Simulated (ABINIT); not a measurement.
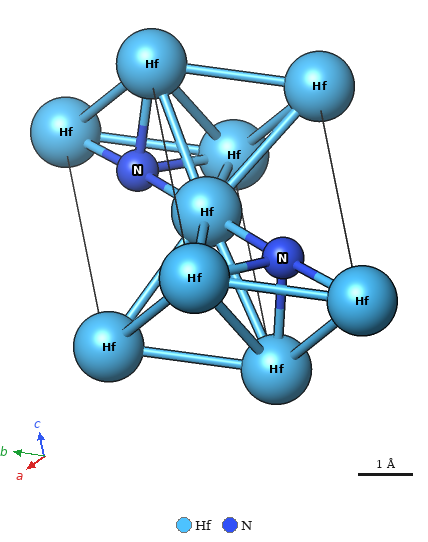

Fig. 1: The structure as given in the input (ball-and-stick view of the cell of the calculation, seen at an oblique angle). An atom can appear more than once, as a periodic image.

**Run report: HfN, single-point calculation**

HfN (4 atoms in the cell), computed with Kohn-Sham DFT of a periodic cell, PBEsol, Ansatz PAW PBE default generated set, frozen core, no spin polarisation (ABINIT 10.8.3).

The structure derives from an entry of the Crystallography Open Database.

The program's output
```
.Version 10.8.3 of ABINIT
 Symmetries : space group P1 (#  1); Bravais aP (primitive triclinic)
================================================================================
 Values of the parameters that define the memory need of the present run
     intxc =       0    ionmov =       0      iscf =      17    lmnmax =      40
     lnmax =      10     mgfft =      36  mpssoang =       4    mqgrid =    3001
     natom =       4  nloc_mem =       2    nspden =       1   nspinor =       1
    nsppol =       1      nsym =       1    n1xccc =       1    ntypat =       2
    occopt =       3   xclevel =       2
       mpw =         795          nfft =       20736          nkpt =         132
 PAW method is used; the additional fine FFT grid is defined by:
   mgfftf=        50    nfftf =     45000
================================================================================
================================================================================

--------------------------------------------------------------------------------
------------- Echo of variables that govern the present computation ------------
--------------------------------------------------------------------------------
 -outvars: echo values of preprocessed input variables --------
            acell      6.0371239947E+00  6.0371239947E+00  1.0456605490E+01 Bohr
              amu      1.78490000E+02  1.40067400E+01
          chkprim           0
      chksymtnons           0
             ecut      1.40000000E+01 Hartree
           enunit           1
                       outvar_i_n : Printing only first  50 k-points.
              ixc     -116133
                       outvar_i_n : Printing only first  50 k-points.
         kptrlatt        8    0    0      0    8    0      0    0    4
          kptrlen      4.18264220E+01
            natom           4
            nband          38
            ngfft          24      24      36
          ngfftdg          30      30      50
             nkpt         132
            nstep         100
             nsym           1
           ntypat           2
                       prtocc : prtvol=0, do not print more k-points.
           occopt           3
        pawecutdg      2.80000000E+01 Hartree
          pawovlp      3.0000000000E+01
         pawxcdev           0
           prtden           0
        prtebands           0
           prteig           0
            prtwf           0
            rprim      0.0000000000E+00 -7.0710678120E-01 -7.0710678120E-01
                      -7.0710678120E-01  0.0000000000E+00 -7.0710678120E-01
                       4.0824829050E-01  4.0824829050E-01 -8.1649658090E-01
          spgroup           1
           tolsym      1.00000000E-06
           tolvrs      1.00000000E-09
           tsmear      1.83746611E-03 Hartree
            typat      1  1  2  2
           useylm           1
                       outvars : Printing only first  50 k-points.
           xangst     -6.5853306149E-02  4.5596040077E-02 -4.5544341428E+00
                       6.5853306380E-02  2.2134039587E+00 -6.7405658493E+00
                       6.3116053456E-02  7.4517634125E-03 -6.8169821267E+00
                      -6.3116053302E-02 -7.4517632584E-03 -2.2190178671E+00
            xcart     -1.2444471311E-01  8.6164028172E-02 -8.6066331884E+00
                       1.2444471354E-01  4.1827272879E+00 -1.2737823389E+01
                       1.1927205518E-01  1.4081792005E-02 -1.2882229225E+01
                      -1.1927205489E-01 -1.4081791714E-02 -4.1933360373E+00
             xred      4.8160610000E-01  5.3094180000E-01  5.0179027000E-01
                       1.8393900000E-02  9.6905820000E-01  9.9820973000E-01
                       7.5893569000E-01  7.3429457000E-01  7.6223439000E-01
                       2.4106431000E-01  2.6570543000E-01  2.3776561000E-01
            znucl       72.00000    7.00000

================================================================================

 chkinp: Checking input parameters for consistency.

================================================================================
== DATASET  1 ==================================================================

--- !DatasetInfo
iteration_state: {dtset: 1, }
dimensions: {natom: 4, nkpt: 132, mband: 38, nsppol: 1, nspinor: 1, nspden: 1, mpw: 795, }
cutoff_energies: {ecut:  14.0, pawecutdg:  28.0, }
electrons: {nelect:   6.20000000E+01, charge:   0.00000000E+00, occopt:   3.00000000E+00, tsmear:   1.83746611E-03, }
meta: {optdriver: 0, ionmov: 0, optcell: 0, iscf: 17, paral_kgb: 0, }
...

 Real(R)+Recip(G) space primitive vectors, cartesian coordinates (Bohr,Bohr^-1):
 R(1)=  0.0000000 -4.2688913 -4.2688913  G(1)=  0.0585632 -0.1756896 -0.0585632
 R(2)= -4.2688913  0.0000000 -4.2688913  G(2)= -0.1756896  0.0585632 -0.0585632
 R(3)=  4.2688913  4.2688913 -8.5377826  G(3)=  0.0585632  0.0585632 -0.0585632
 Unit cell volume ucvol=  3.1117542E+02 bohr^3
 Angles (23,13,12)=  7.32213451E+01  7.32213451E+01  6.00000000E+01 degrees

 Coarse grid specifications (used for wave-functions):

 getcut: wavevector=  0.0000  0.0000  0.0000  ngfft=  24  24  36
         ecut(hartree)=     14.000   => boxcut(ratio)=   2.04401

 Fine grid specifications (used for densities):

 getcut: wavevector=  0.0000  0.0000  0.0000  ngfft=  30  30  50
         ecut(hartree)=     28.000   => boxcut(ratio)=   2.00761

--- Pseudopotential description ------------------------------------------------
- pspini: atom type   1  psp file is ./Hf.GGA_PBE-ansatz.xml
 Pseudopotential format is: paw10
 basis_size (lnmax)= 10 (lmn_size= 40), orbitals=   0   0   0   1   1   2   2   3   3   3
 Spheres core radius: rc_sph= 2.63805767
 Shapefunction is NUMERIC type: directly read from atomic data file
 Radius for shape functions =  2.63805767
 Compensation charge density is not taken into account in XC energy/potential

- pspini: atom type   2  psp file is ./N.GGA_PBE-ansatz.xml
 Pseudopotential format is: paw10
 basis_size (lnmax)=  5 (lmn_size= 13), orbitals=   0   0   1   1   2
 Spheres core radius: rc_sph= 1.93318983
 Shapefunction is NUMERIC type: directly read from atomic data file
 Radius for shape functions =  1.93318983
 Compensation charge density is not taken into account in XC energy/potential

   9.06423858E+03                                ecore*ucvol(ha*bohr**3)
--------------------------------------------------------------------------------

================================================================================

--- !BeginCycle
iteration_state: {dtset: 1, }
solver: {iscf: 17, nstep: 100, nline: 4, wfoptalg: 10, }
tolerances: {tolvrs: 1.00E-09, }
...

     iter   Etot(hartree)      deltaE(h)  residm     nres2
 ETOT  1  -634.47576819978    -6.345E+02 5.513E+00 3.100E+01
 ETOT  2  -638.43025365701    -3.954E+00 3.734E-01 2.110E+01
 ETOT  3  -638.26201611223     1.682E-01 2.244E-01 4.232E+00
 ETOT  4  -638.27416948798    -1.215E-02 6.444E-02 1.176E+00
 ETOT  5  -638.26205329199     1.212E-02 7.017E-02 6.432E-02
 ETOT  6  -638.26099650857     1.057E-03 3.995E-02 2.649E-02
 ETOT  7  -638.26204686688    -1.050E-03 2.891E-02 4.415E-02
 ETOT  8  -638.26214743458    -1.006E-04 2.989E-02 2.175E-02
 ETOT  9  -638.26208943821     5.800E-05 1.091E-02 5.889E-03
 ETOT 10  -638.26206050484     2.893E-05 6.267E-03 7.951E-04
 ETOT 11  -638.26206008568     4.192E-07 7.578E-03 2.062E-04
 ETOT 12  -638.26206003905     4.663E-08 5.667E-03 6.534E-05
 ETOT 13  -638.26206006837    -2.932E-08 3.946E-03 3.926E-05
 ETOT 14  -638.26205938246     6.859E-07 8.564E-03 2.009E-05
 ETOT 15  -638.26205935167     3.080E-08 3.706E-03 3.638E-06
 ETOT 16  -638.26205941290    -6.123E-08 9.243E-03 4.434E-06
 ETOT 17  -638.26205941467    -1.776E-09 3.113E-03 4.631E-06
 ETOT 18  -638.26205946004    -4.537E-08 6.980E-03 6.789E-06
 ETOT 19  -638.26205943808     2.196E-08 3.310E-03 5.145E-06
 ETOT 20  -638.26205938089     5.719E-08 4.052E-03 5.174E-07
 ETOT 21  -638.26205938976    -8.862E-09 4.127E-03 5.673E-07
 ETOT 22  -638.26205939221    -2.455E-09 2.144E-03 3.387E-07
 ETOT 23  -638.26205938973     2.478E-09 4.012E-03 3.167E-08
 ETOT 24  -638.26205939048    -7.448E-10 1.813E-03 7.268E-09
 ETOT 25  -638.26205939052    -4.604E-11 3.112E-03 8.435E-09
 ETOT 26  -638.26205939096    -4.393E-10 1.285E-03 6.813E-09
 ETOT 27  -638.26205939088     8.549E-11 2.012E-03 3.951E-09
 ETOT 28  -638.26205939094    -6.230E-11 1.315E-03 4.690E-09
 ETOT 29  -638.26205939091     3.342E-11 1.128E-03 3.377E-09
 ETOT 30  -638.26205939088     3.126E-11 1.260E-03 2.161E-09
 ETOT 31  -638.26205939088    -1.478E-12 1.038E-03 6.728E-10

 At SCF step   31       nres2   =  6.73E-10 < tolvrs=  1.00E-09 =>converged.

 Cartesian components of stress tensor (hartree/bohr^3)
  sigma(1 1)=  4.83649153E-05  sigma(3 2)=  2.01896815E-05
  sigma(2 2)=  1.17409588E-04  sigma(3 1)=  2.00921940E-05
  sigma(3 3)=  1.16100395E-04  sigma(2 1)= -1.46797288E-05

--- !ResultsGS
iteration_state: {dtset: 1, }
comment   : Summary of ground state results
lattice_vectors:
- [  0.0000000,  -4.2688913,  -4.2688913, ]
- [ -4.2688913,   0.0000000,  -4.2688913, ]
- [  4.2688913,   4.2688913,  -8.5377826, ]
lattice_lengths: [   6.03712,    6.03712,   10.45661, ]
lattice_angles: [ 73.221,  73.221,  60.000, ] # degrees, (23, 13, 12)
lattice_volume:   3.1117542E+02
convergence: {deltae: -1.478E-12, res2:  6.728E-10, residm:  1.038E-03, diffor: null, }
etotal    :  -6.38262059E+02
entropy   :   0.00000000E+00
fermie    :   3.99705501E-01
cartesian_stress_tensor: # hartree/bohr^3
- [  4.83649153E-05,  -1.46797288E-05,   2.00921940E-05, ]
- [ -1.46797288E-05,   1.17409588E-04,   2.01896815E-05, ]
- [  2.00921940E-05,   2.01896815E-05,   1.16100395E-04, ]
pressure_GPa:  -2.7643E+00
xred      :
- [  4.8161E-01,   5.3094E-01,   5.0179E-01, Hf]
- [  1.8394E-02,   9.6906E-01,   9.9821E-01, Hf]
- [  7.5894E-01,   7.3429E-01,   7.6223E-01,  N]
- [  2.4106E-01,   2.6571E-01,   2.3777E-01,  N]
cartesian_forces: # hartree/bohr
- [  9.49069912E-03,  -9.28486007E-03,   6.59481657E-03, ]
- [ -1.38900395E-02,   7.98715317E-03,  -7.93733534E-03, ]
- [ -1.50628207E-02,  -6.39383006E-04,   1.06471152E-02, ]
- [  1.94621610E-02,   1.93708991E-03,  -9.30459639E-03, ]
force_length_stats: {min:   1.48247631E-02, max:   2.16587983E-02, mean:   1.82053666E-02, }
...

 Integrated electronic density in atomic spheres:
 ------------------------------------------------
 Atom  Sphere_radius  Integrated_density
    1        2.63806         24.36833730
    2        2.63806         24.53421129
    3        1.93319          5.04980371
    4        1.93319          5.03487549

================================================================================

 ----iterations are completed or convergence reached----

 Mean square residual over all n,k,spin=   13.763E-07; max=  10.378E-04
 reduced coordinates (array xred) for    4 atoms
       0.481606100000      0.530941800000      0.501790270000
       0.018393900000      0.969058200000      0.998209730000
       0.758935690000      0.734294570000      0.762234390000
       0.241064310000      0.265705430000      0.237765610000
 rms dE/dt=  8.0403E-02; max dE/dt=  1.5793E-01; dE/dt below (all hartree)
    1      -0.011483166560      0.068667847467      0.055426277161
    2       0.000213003671     -0.093178161593     -0.042568592325
    3       0.042722257610     -0.018849637695      0.157933626996
    4      -0.031450747634      0.043362068642     -0.170791826524

 cartesian coordinates (angstrom) at end:
    1     -0.06585330614907     0.04559604007709    -4.55443414281969
    2      0.06585330638015     2.21340395865743    -6.74056584932967
    3      0.06311605345561     0.00745176341248    -6.81698212665692
    4     -0.06311605330156    -0.00745176325844    -2.21901786711162

 cartesian forces (hartree/bohr) at end:
    1      0.00949069912410    -0.00928486007100     0.00659481657192
    2     -0.01389003947988     0.00798715316639    -0.00793733533703
    3     -0.01506282065956    -0.00063938300647     0.01064711515047
    4      0.01946216101534     0.00193708991108    -0.00930459638537
 frms,max,avg= 1.0603713E-02 1.9462161E-02   8.079E-08  3.571E-08  4.318E-08 h/b

 cartesian forces (eV/Angstrom) at end:
    1      0.48803137108786    -0.47744670140291     0.33911910298532
    2     -0.71425454786743     0.41071592934448    -0.40815419355959
    3     -0.77456138086515    -0.03287839612424     0.54749667406698
    4      1.00078455764471     0.09960916818267    -0.47846158349271
 frms,max,avg= 5.4526483E-01 1.0007846E+00   4.154E-06  1.836E-06  2.220E-06 e/A
 length scales=  6.037123994700  6.037123994700 10.456605490400 bohr
              =  3.194708435224  3.194708435224  5.533397325169 angstroms
 Fermi (or HOMO) energy (eV) =  10.87654   Average Vxc (eV)= -13.16455
 Eigenvalues (   eV  ) for nkpt= 132  k points:
 kpt#   1, nband= 38, wtk=  0.00391, kpt=  0.0000  0.0000  0.0000 (reduced coord)
 -51.75925  -51.66055  -21.13347  -20.24489  -20.24015  -20.16316  -20.14995  -20.13575
  -6.55150   -3.97289   -1.68766   -1.68611   -1.68087   -1.66035   -1.63075   -1.62941
  -1.58343   -1.54961   -1.54390   -1.54229   -1.49980   -1.49898   -1.47794   -1.36334
   1.99532    4.68388    4.70094    7.94994    7.96706    8.00428   10.43580   10.54171
  10.58032   12.56982   12.66032   12.82427   14.35983   14.59313
 prteigrs : prtvol=0 or 1, do not print more k-points.

--- !EnergyTerms
iteration_state     : {dtset: 1, }
comment             : Components of total free energy in Hartree
kinetic             :  4.09544492148344E+01
hartree             :  1.64973634189605E+02
xc                  : -2.63823131615412E+01
Ewald energy        : -4.09349888871648E+02
psp_core            :  2.91290313425115E+01
local_psp           : -3.76435933002217E+02
PAW spherical_terms : -6.11507012028880E+01
internal            : -6.38261721491343E+02
'-kT*entropy'       : -3.31707323878726E-04
total_energy        : -6.38262053198667E+02
total_energy_eV     : -1.73679952557418E+04
...

--- !EnergyTermsDC
iteration_state     : {dtset: 1, }
comment             : '"Double-counting" decomposition of free energy'
band_energy         : -1.60078083644614E+01
Ewald energy        : -4.09349888871648E+02
psp_core            :  2.91290313425115E+01
xc_dc               : -1.66039696039443E+02
PAW spherical_terms : -7.59933657505123E+01
internal            : -6.38261727683553E+02
'-kT*entropy'       : -3.31707323878726E-04
total_energy_dc     : -6.38262059390877E+02
total_energy_dc_eV  : -1.73679954242404E+04
...

--- !EnergyTermsWithPAWCore
iteration_state     : {dtset: 1, }
comment             : 'Components of total free energy, including PAW core contributions'
Total energy        : -2.78008656838143E+04
Total energy DC     : -2.78008656900065E+04
Total energy (eV)   : -7.56500094094910E+05
Total energy DC (eV): -7.56500094263408E+05
...

 Cartesian components of stress tensor (hartree/bohr^3)
  sigma(1 1)=  4.83649153E-05  sigma(3 2)=  2.01896815E-05
  sigma(2 2)=  1.17409588E-04  sigma(3 1)=  2.00921940E-05
  sigma(3 3)=  1.16100395E-04  sigma(2 1)= -1.46797288E-05

-Cartesian components of stress tensor (GPa)         [Pressure= -2.7643E+00 GPa]
- sigma(1 1)=  1.42294493E+00  sigma(3 2)=  5.94000936E-01
- sigma(2 2)=  3.45430935E+00  sigma(3 1)=  5.91132756E-01
- sigma(3 3)=  3.41579155E+00  sigma(2 1)= -4.31892533E-01

== END DATASET(S) ==============================================================
================================================================================

 -outvars: echo values of variables after computation  --------
            acell      6.0371239947E+00  6.0371239947E+00  1.0456605490E+01 Bohr
           etotal     -6.3826205939E+02
            fcart      9.4906991241E-03 -9.2848600710E-03  6.5948165719E-03
                      -1.3890039480E-02  7.9871531664E-03 -7.9373353370E-03
                      -1.5062820660E-02 -6.3938300647E-04  1.0647115150E-02
                       1.9462161015E-02  1.9370899111E-03 -9.3045963854E-03
            rprim      0.0000000000E+00 -7.0710678120E-01 -7.0710678120E-01
                      -7.0710678120E-01  0.0000000000E+00 -7.0710678120E-01
                       4.0824829050E-01  4.0824829050E-01 -8.1649658090E-01
           strten      4.8364915291E-05  1.1740958849E-04  1.1610039500E-04
                       2.0189681462E-05  2.0092193990E-05 -1.4679728810E-05
           xangst     -6.5853306149E-02  4.5596040077E-02 -4.5544341428E+00
                       6.5853306380E-02  2.2134039587E+00 -6.7405658493E+00
                       6.3116053456E-02  7.4517634125E-03 -6.8169821267E+00
                      -6.3116053302E-02 -7.4517632584E-03 -2.2190178671E+00
             xred      4.8160610000E-01  5.3094180000E-01  5.0179027000E-01
                       1.8393900000E-02  9.6905820000E-01  9.9820973000E-01
                       7.5893569000E-01  7.3429457000E-01  7.6223439000E-01
                       2.4106431000E-01  2.6570543000E-01  2.3776561000E-01
 Calculation completed.
```

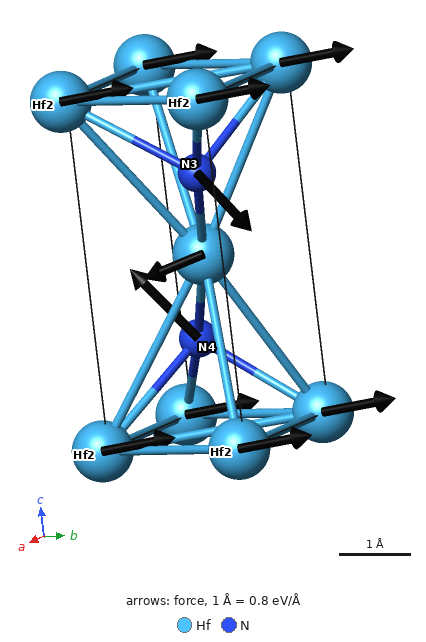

Fig. 2: Forces on the atoms as black arrows (ball-and-stick view of the cell of the calculation, seen slightly off an axis; atoms are numbered from 1 in the order of the input). The largest act on N4 (1.11 eV/Å); N3 (0.95 eV/Å); Hf2 (0.92 eV/Å); Hf1 (0.76 eV/Å). The geometry is not a stationary point of this energy.

The run was set up as follows.

Input
```
pp_dirpath "./"
pseudos "Hf.GGA_PBE-ansatz.xml, N.GGA_PBE-ansatz.xml"

acell 6.0371239947 6.0371239947 10.4566054904
rprim
     0.0000000000    -0.7071067812    -0.7071067812
    -0.7071067812     0.0000000000    -0.7071067812
     0.4082482905     0.4082482905    -0.8164965809
ntypat 2
znucl 72 7
natom 4
typat 1 1 2 2
xred
     0.4816061000     0.5309418000     0.5017902700
     0.0183939000     0.9690582000     0.9982097300
     0.7589356900     0.7342945700     0.7622343900
     0.2410643100     0.2657054300     0.2377656100
chkprim 0
chksymtnons 0
tolsym 1.0e-6

ecut 14.0
pawecutdg 28.0
pawxcdev 0
pawovlp 30

kptopt 1
ngkpt 8 8 4
nshiftk 1
shiftk 0.0 0.0 0.0

ixc -116133

nband 38
occopt 3
tsmear 0.05 eV

nstep 100
tolvrs 1.0e-9

iomode 3
prtwf 0
prtden 0
prteig 0
prtebands 0
enunit 1
```

Command:
```bash
abinit run.abi > log 2>&1
```

Summary

| quantity | value |
| --- | --- |
| outcome | converged |
| space group (tolerance 0.01 Å) | P1 (1) |
| electrons treated | 62 |
| free energy | −17367.9954 eV |
| Fermi energy | 10.877 eV |
| gap on the k-point mesh | none (metallic) |
| pressure | −2.76 GPa |
| largest force (length of the vector) | 1.114 eV/Å |
| hardware | 1 thread of Intel Xeon (Sapphire Rapids), 32 GiB of memory available, shared host |
| wall time | 9.3 min |
| peak memory | 0.36 GiB |

Points of doubt noted for this run: cutoff too low for stress. Spin–orbit coupling is left out, which matters for Hf.
